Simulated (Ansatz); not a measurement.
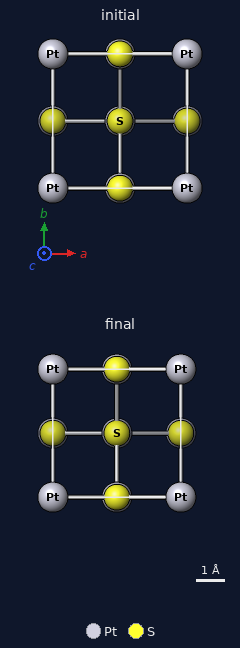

The structure of a crystal of PtS$_{2}$ (built on the anatase type) before (top) and after (bottom) a relaxation, at one scale.

The picture is a ball-and-stick view of the conventional cell (2 times the calculation's cell), seen along the c axis. Lengths and directions refer to the drawn axes.

All numbers below come from DFT, PBE, plane waves, PAW in Ansatz.

Input file:
```yaml
crystal:
  lattice:
    - [-2.4733157, 2.4733157, 6.208022407]
    - [2.4733157, -2.4733157, 6.208022407]
    - [2.4733157, 2.4733157, -6.208022407]
  atoms:
    - { symbol: Pt, position: [0.75, 0.25, 0.5] }
    - { symbol: Pt, position: [0.0, 0.0, 0.0] }
    - { symbol: S, position: [0.542, 0.042, 0.5] }
    - { symbol: S, position: [0.792, 0.792, 0.0] }
    - { symbol: S, position: [0.208, 0.208, 0.0] }
    - { symbol: S, position: [0.958, 0.458, 0.5] }
kpoints:
  mp_grid: { grid: [6, 6, 6] }
hamiltonian:
  xc: pbe
scf:
  occupations: { method: fermi_dirac, width: 0.02 }
relax:
  f_tol: 0.005
  cell: {}
```

Command:
```bash
ansatz run input.yaml --threads 2 --pin off --max-ram 20275MiB --backend cpu --events-out ev --progress --plain --runs-dir out
```

Question: Summarise the run.

Answer: The largest moves relative to the cell, 0.12 Å, are those of S3, S4, S5 and S6. S6 goes along −c. Pt stays in place. The drawn cell changes as follows: a = b 4.947 → 4.716 Å (−4.7 %), c 12.416 → 11.863 Å (−4.5 %); the volume changes by −13.2 %. Near-neighbour distances that change, for instance: S3–S5 3.220 → 2.919 Å, Pt1–S3 2.583 → 2.343 Å, Pt1–S4 2.528 → 2.439 Å. Bond angles that change, for instance: Pt2–S6–Pt2 156.2° → 150.4°, S3–Pt2–S3 156.2° → 150.4°, Pt1–S6–Pt2 101.9° → 104.8°. The space group stays I4_1/amd (No. 141). After 8 accepted moves (10 points after the start) the energy has fallen by 204 meV per atom. Largest force component: 1.2 eV/Å at the start, 0.00074 eV/Å at the end. The pressure goes from −11.43 to 0.02 GPa. The line search rejected the trial step at point 5 of the run. The SCF was repeated once at an unchanged geometry on a basis and grid sized afresh for the cell, which shifted the energy by 0.5 meV per atom at most.
